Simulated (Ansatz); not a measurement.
Consider MgO.

```
Mg O
1.0
     1.76986   -0.88493    1.76986
     1.76986    1.76986   -0.88493
    -0.88493    1.76986    1.76986
Mg O
1 1
Direct
  0.00000 0.00000 0.00000
  0.50000 0.50000 0.50000
```

Space group Pm-3m; computed pressure about −3 GPa in this cell.

Theory: DFT PBEsol, scalar-relativistic, plane waves, PAW (Ansatz 0.2.0).

Q: Predict the valence pseudo-density and electron localisation function between the atoms.

A: Mg–O (2.30 Å): ρ is about 0.24 e/Å³ halfway; the ELF peaks at about 0.85 in the valence shell of O, 0.6 Å from its nucleus, and is about 0.35 at the midpoint: a closed-shell, largely ionic contact.

Q: Does the calculation give a band gap?

A: It is gapped, with a Kohn–Sham gap of 2.3 eV on the k-point mesh, an upper bound to the gap of this method.

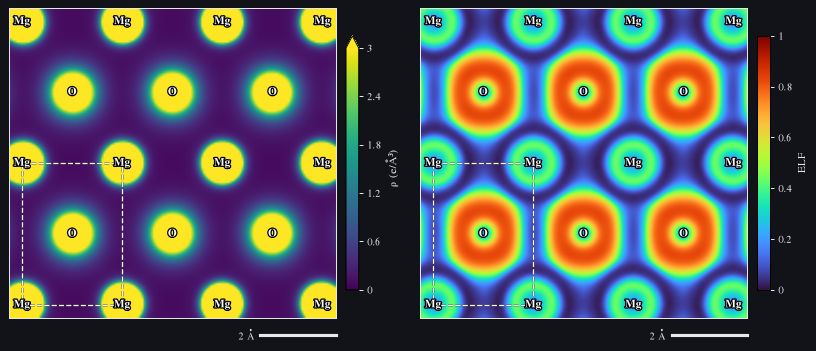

Computed valence pseudo-density and electron localisation function on the (11̄0) plane of the conventional cell, in this order. 
